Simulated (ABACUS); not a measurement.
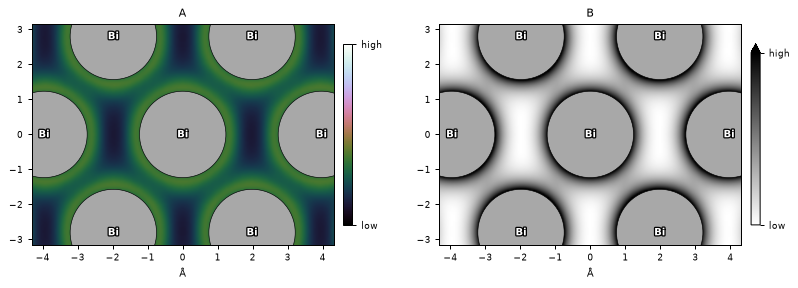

Bi: 2 fields on the (101) plane of the conventional cell, with unlabelled colour scales. Grey discs cover the atomic cores.

Space group Im-3m; a structure from a database of computed crystals, not necessarily the ambient phase; computed pressure about 3 GPa in this cell.

Theory: Kohn-Sham DFT of a periodic cell, PBE, SPMS ONCV 1.0 PBE in ABACUS 3.10.1.

> The panels show electron localisation function and valence pseudo-density in some order. Assign them.

Panel A: electron localisation function. Panel B: valence pseudo-density. From the grid: Bi–Bi (3.43 Å): the density is about 0.15 e/Å³ at the midpoint; the ELF is about 0.25 at the midpoint; no localised pair shows between them.
